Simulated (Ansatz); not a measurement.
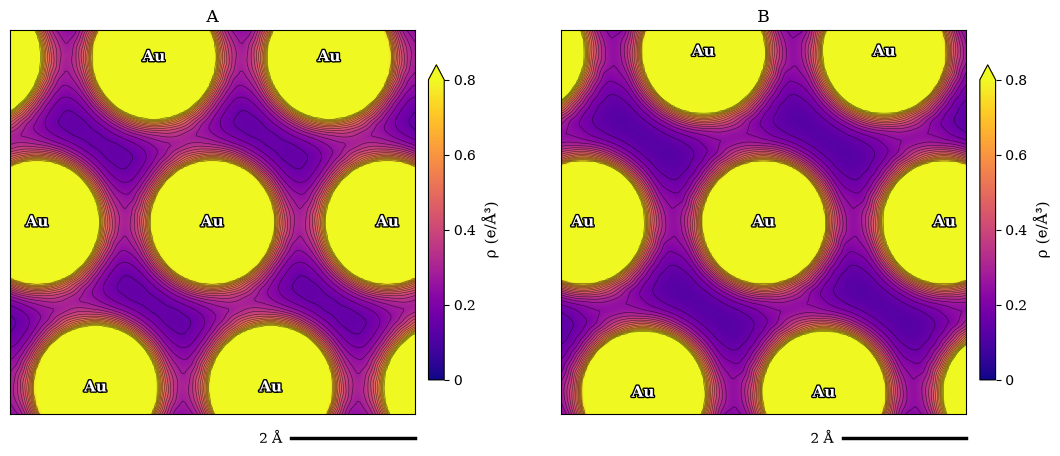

Au. The valence electron density of two cells that differ in size, on the (100) plane of each (indices in the axes of the calculation cell), at one length scale and on one colour scale; one has 17.6 and the other 19.3 Å³ an atom.

These are results of DFT r2SCAN, scalar-relativistic, plane waves, PAW (Ansatz 0.2.0), not measurements.

In a PAW calculation such maps are meaningful between the atoms, not at the nuclei.

> Which is the denser cell? Describe the effect of the change.

Panel A is the smaller cell, by 9 % in volume. From the larger cell to the smaller, Au–Au goes from 2.93 to 2.84 Å, and the density at its midpoint from 0.25 to 0.3 e/Å³; the pressure goes from −11 to 0.0 GPa.
